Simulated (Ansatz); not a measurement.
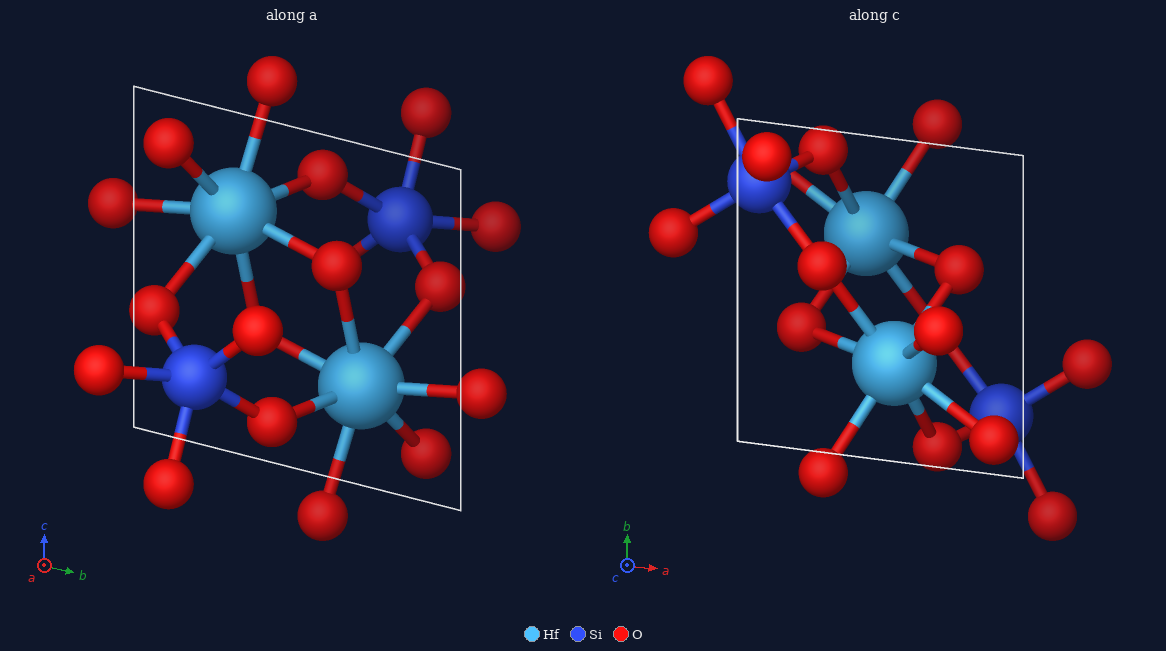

Shown here is a ball-and-stick view of the crystal, taken along the a axis and along the c axis. Atoms at the boundary of the conventional unit cell (the box) are drawn once for each face, edge or corner they touch. Some atoms of the next cells are drawn as well.

HfSiO4, space group P-1 (No. 2), a = 4.65 Å, b = 5.25 Å, c = 5.38 Å, α = 103.12°, β = 100.85°, γ = 94.59°.

Setup: Ansatz, DFT, r2SCAN, plane waves, PAW; wavefunction cutoff 500 eV, k-points about 0.31 Å⁻¹ apart, no spin polarisation.

**Metal or not?**

An insulator at this level, with a gap of 5.21 eV, indirect; the smallest direct gap is 5.33 eV.

**State the electronic part of the dielectric constant.**

ε∞ averages 3.8.

Provenance: a structure type filled with these elements by a generator (whether the compound takes this form wasn't checked). Earlier steps of the study may have refined or changed the cell and positions. Ansatz was used for an electronic-structure calculation on it.
